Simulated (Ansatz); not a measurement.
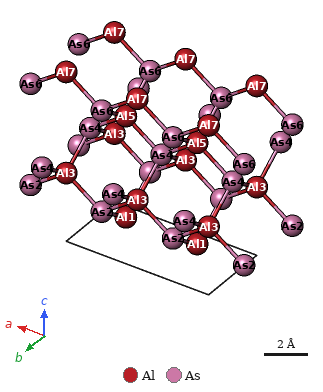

A slab of composition Al4As3 (cut from the F-43m phase), before the relaxation. Style: ball-and-stick. Shown: the 2 × 1 repeat of the cell, outlined in the plane, without the vacuum, from a free direction.

Case: (1 0 0) slab, atoms relaxed. The slab is the (1 0 0) face of AlAs.

The calculation used DFT PBE, scalar-relativistic, plane waves, PAW in Ansatz 0.2.0.

Input file:
```yaml
crystal:
  lattice:
    - [4.0500342343, 0.0, 0.0]
    - [0.0, 4.0500342343, 0.0]
    - [0.0, 0.0, 23.5914200134]
  atoms:
    - { symbol: Al, position: [0.5, 0.5, 0.3179121899] }
    - { symbol: As, position: [0.5, 0.0, 0.3786081266] }
    - { symbol: Al, position: [0.0, 0.0, 0.4393040633] }
    - { symbol: As, position: [0.0, 0.5, 0.5] }
    - { symbol: Al, position: [0.5, 0.5, 0.5606959367] }
    - { symbol: As, position: [0.5, 0.0, 0.6213918734] }
    - { symbol: Al, position: [0.0, 0.0, 0.6820878101] }
basis:
  ecutwfc: 420
kpoints:
  mp_grid: { grid: [7, 7, 1] }
hamiltonian:
  xc: pbe
scf:
  occupations: { method: gaussian, width: 0.05 }
output:
  forces: true
  eigenvalues: true
  write_density: true
  write_potential: true
  elf: true
  volumetric_format: npy
relax:
  adjacent_minimum: "off"
  f_tol: 0.02
  max_steps: 60
efield:
  axis: 3
  dipole_correction: true
  ramp_width: 0.04
```

Launched with:
```bash
ansatz run input.yaml --threads 1 --pin off --max-ram 2560MiB --backend cpu --events-out ev --progress --plain --runs-dir out
```

Q: Predict the outcome.

A: The largest moves, 0.10 Å, are those of Al1 and Al7. Al1 goes along the normal (−c). By element the largest moves are Al 0.10 Å, As 0.02 Å. The cell stays as it was. Some distances before and after: Al1–As2 2.480 → 2.533 Å, Al5–As6 2.480 → 2.489 Å. Among the angles between lasting bonds that change: As2–Al1–As2 109.5° → 106.2°, Al1–As2–Al1 109.5° → 106.2°. The energy falls by 37.3 meV per cell of the calculation in 3 geometry steps. Largest force component: 0.36 eV/Å at the start, 0.002 eV/Å at the end.

The end point in the same view:

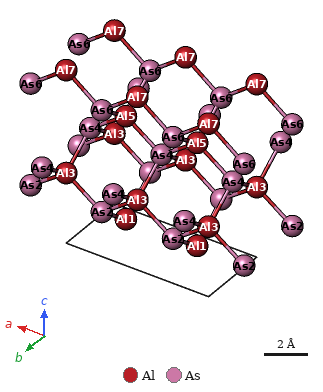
